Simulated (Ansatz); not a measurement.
The coordinates of a crystal:

```xyz
6
Lattice="3.4941 0.0000 0.0000 -1.7471 3.0260 0.0000 0.0000 0.0000 14.0085" Properties=species:S:1:pos:R:3 pbc="T T T"
Te    0.0000    2.0173    1.6977
Te    1.7471    1.0087    8.6999
Te    1.7471    1.0087   12.3107
Te    0.0000    2.0173    5.3086
Mo    0.0000    2.0173   10.5053
Mo    1.7471    1.0087    3.5031
```

### Summarise the structure in words.

Formula: Te2Mo. Within 0.01 Å the space group is P6_3/mmc (No. 194), primitive hexagonal: 2H molybdenite (MoS₂) type. The cell comprises 2 formula units: 4 Te, 2 Mo. Te bonds to three Mo in a trigonal pyramidal arrangement at 2.71 Å. Each Mo is bonded to six Te in a trigonal prismatic arrangement at 2.71 Å. The bonds build Te2Mo layers parallel to (001).

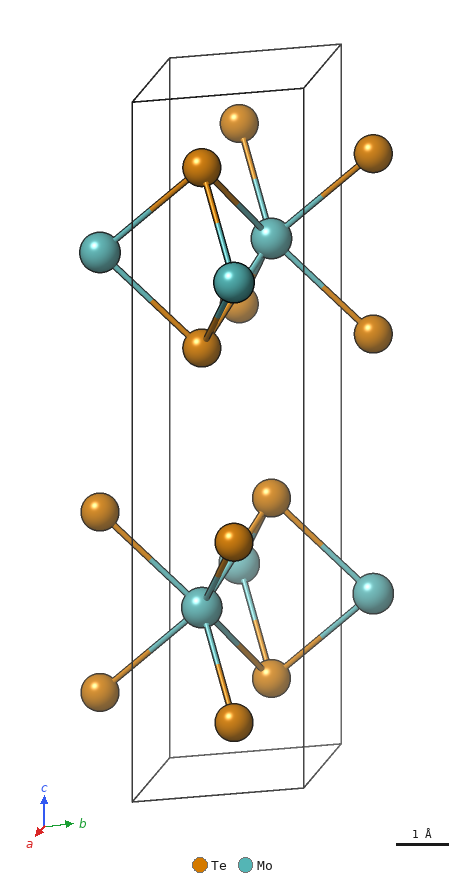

Ball-and-stick representation of a periodic structure, projected slightly off an axis. Atoms at the boundary of the unit cell (the box) are drawn once for each face, edge or corner they touch. Periodic images bonded to atoms of the box are shown as well. Colours: tellurium orange, molybdenum teal.

Starting structure: a structure listed in the Materials Project. The final geometry of a relaxation with DFT PBEsol, scalar-relativistic, plane waves, PAW (Ansatz) is shown.
